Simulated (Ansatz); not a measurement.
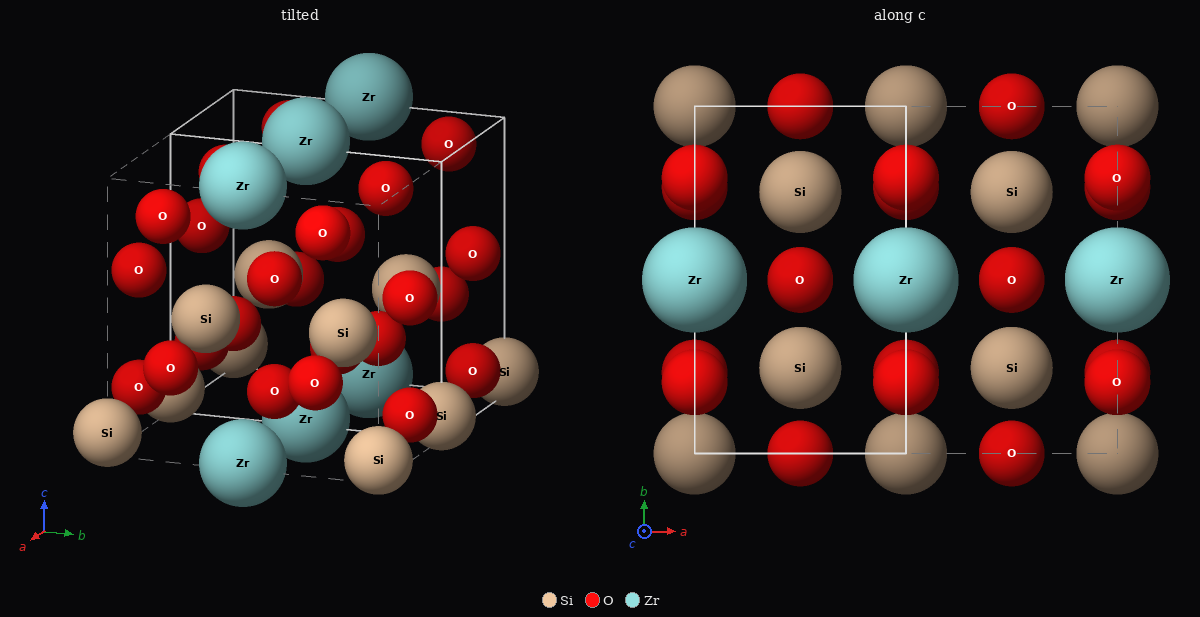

Spheres-only representation of a periodic structure, projected slightly off an axis and along the c axis. The solid box is one simulation cell, and 2×1×1 cells are shown.

The input file of the run:
```yaml
crystal:
  lattice:
    - [3.5172992925, 0.0, 0.0]
    - [0.0, 5.7757234847, 0.0]
    - [0.0, 0.0, 5.7351665059]
  atoms:
    - { symbol: Si, position: [0.0, 0.0, 0.0838693374] }
    - { symbol: Si, position: [0.5, 0.2466713576, 0.4386113763] }
    - { symbol: O, position: [0.5, 0.0, 0.5894624464] }
    - { symbol: O, position: [0.5, 0.0, 0.1674929704] }
    - { symbol: O, position: [0.0, 0.2330128918, 0.340018578] }
    - { symbol: O, position: [0.0, 0.2052215392, 0.8835549889] }
    - { symbol: Zr, position: [0.0, 0.5, 0.0242409085] }
    - { symbol: Si, position: [0.5, 0.7533286424, 0.4386113763] }
    - { symbol: O, position: [0.5, 0.5, 0.6083598704] }
    - { symbol: O, position: [0.5, 0.5, 0.2022045806] }
    - { symbol: O, position: [0.0, 0.7669871082, 0.340018578] }
    - { symbol: O, position: [0.0, 0.7947784608, 0.8835549889] }
kpoints:
  mp_grid: { grid: [6, 4, 4] }
hamiltonian:
  xc: pbesol
scf:
  occupations: { method: fixed }
phonons:
  method: dfpt
  dielectric: true
  qpoints: [[0, 0, 0]]
  rigid_motions: translations
```

Electronic-structure method: DFT, PBEsol, plane waves, PAW (Ansatz 0.2.0). Parameters: 420 eV cutoff, the zone sampled with 6×4×4 points, no spin polarisation.

Q: How large a gap does the method give, if there is one?

A: An insulator at this level, with a gap of 3.65 eV, direct.

Q: How strongly do the electrons screen (ε∞)?

A: ε∞ averages 3.9.

Provenance: a structure type filled with these elements by a generator (whether the compound takes this form wasn't checked). Earlier steps of the study may have refined or changed the cell and positions. Ansatz was used for an electronic-structure calculation on it.
